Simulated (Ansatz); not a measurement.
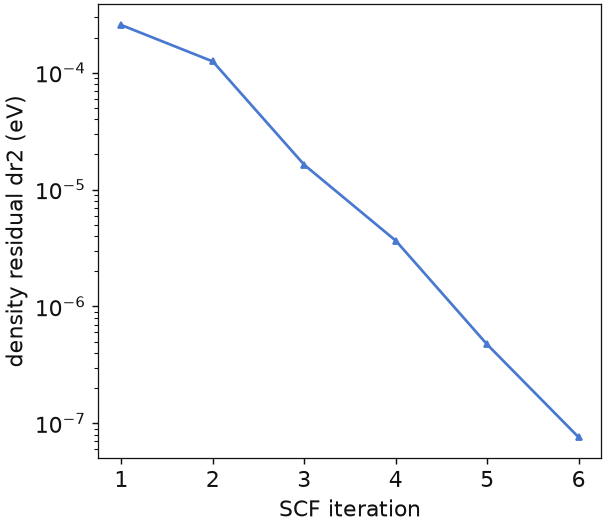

The plot shows the SCF iterations of a calculation: density residual dr2. The starting density is a sum of atomic densities corrected by a trained network, so the first residual is already small.

ZnS (4 atoms in the cell), run with Ansatz.

```
crystal:
  lattice:
    - [3.8440669361, 0.0, 0.0]
    - [-1.922033468, 3.3290596205, 0.0]
    - [0.0, 0.0, 6.3046430652]
  atoms:
    - { symbol: Zn, position: [0.3333333333, 0.6666666667, 0.0002666738] }
    - { symbol: Zn, position: [0.6666666667, 0.3333333333, 0.5002666738] }
    - { symbol: S, position: [0.3333333333, 0.6666666667, 0.3747333262] }
    - { symbol: S, position: [0.6666666667, 0.3333333333, 0.8747333262] }
basis:
  ecutwfc: 420
  ecutrho_ratio: 2
kpoints:
  mp_grid: { grid: [12, 12, 6] }
hamiltonian:
  xc: pbe
scf:
  occupations: { method: gaussian, width: 0.02 }
  max_iter: 100
output:
  forces: true
  eigenvalues: true
  stress: true
```

Command:
```bash
ansatz run input.yaml --threads 4 --pin off --max-ram 10240MiB --backend cpu --events-out ev --progress --plain --runs-dir out
```

How did this run end?

Answer. The run converged; it took 6 iterations. The residual falls at every step.

Is anything amiss with this input?

Answer. The input holds an odd setting (a density cutoff under four times that of the waves). The SCF closed; whether the result suffers can't be told from this run alone.
